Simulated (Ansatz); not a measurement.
Consider Y2Ti2O7 (Fd-3m).

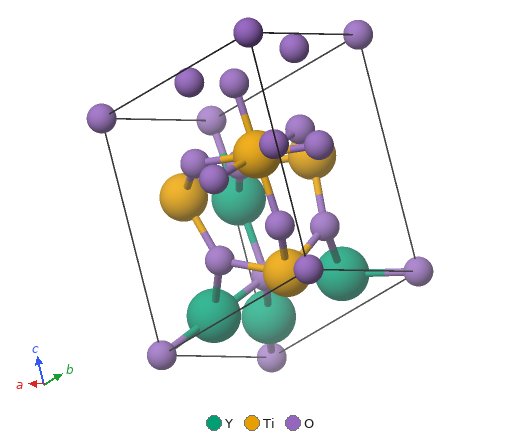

The structure (yttrium teal, titanium orange, oxygen purple). Bonds to atoms that aren't drawn are left out. Some periodic images of atoms are drawn too.

The structure is cubic, space group Fd-3m (No. 227). Conventional cell: a = 10.099 Å, b = 10.099 Å, c = 10.099 Å, α = 90.00°, β = 90.00°, γ = 90.00°. Y has 8 O at 2.19 to 2.48 Å nearest. Nearest to Ti lie 6 O at 1.96 Å. O has 2 Ti at 1.96 Å and 2 Y at 2.48 Å nearest. Nearest to O lie 4 Y at 2.19 Å. Farther neighbours and most contacts between anions are not listed.

```
Y Ti O
1.0
     0.00000    5.04930    5.04930
     5.04930    0.00000    5.04930
     5.04930    5.04930    0.00000
Y Ti O
4 4 14
Direct
  0.12500 0.12500 0.12500
  0.62500 0.12500 0.12500
  0.12500 0.12500 0.62500
  0.12500 0.62500 0.12500
  0.62500 0.62500 0.62500
  0.12500 0.62500 0.62500
  0.62500 0.62500 0.12500
  0.62500 0.12500 0.62500
  0.54539 0.95461 0.95461
  0.70461 0.29539 0.70461
  0.95461 0.54539 0.54539
  0.29539 0.70461 0.29539
  0.95461 0.54539 0.95461
  0.70461 0.70461 0.29539
  0.54539 0.95461 0.54539
  0.29539 0.29539 0.70461
  0.70461 0.29539 0.29539
  0.95461 0.95461 0.54539
  0.29539 0.70461 0.70461
  0.54539 0.54539 0.95461
  0.00000 0.00000 0.00000
  0.25000 0.25000 0.25000
```

Geometry: measured cell, ions relaxed with r2SCAN. The runs that relaxed it are not among those shown.

Gaps computed with Ansatz 0.2.0 without a self-energy: r2SCAN 3.28 eV.

What gap should G0W0 on r2SCAN give (4×4×4 mesh, 5213 empty bands, screening to 430 eV, hard PAW files)?

About 4.72 eV: on its mesh the run moves the gap from 3.28 eV by +1.44 eV. Bands and cutoff are finite, so the gap is not at the basis limit. The miss can reach some tenths of an eV and take either sign; the mesh is an error of its own. The many-body steps are scalar-relativistic: spin-orbit coupling is not in them.

[Paths, hosts, dates, memory and timing lines, banners, echoed tables and standing remarks are left out of the program output.]

[Logs are printed without paths, hosts, clocks, repeated set-up lines and the standing remarks that a program may print on its own settings, such as how far it seeks lower states.]

[Runs of the session that timed out or met a known fault of the program may be left out.]

[Cells called generated may have been cut or substituted from an entry of the Crystallography Open Database or the Materials Project.]

[Hosts, paths, dates, database ids (printed as entryN), source tags and the programs' standing remarks are cut or masked in the printed files.]
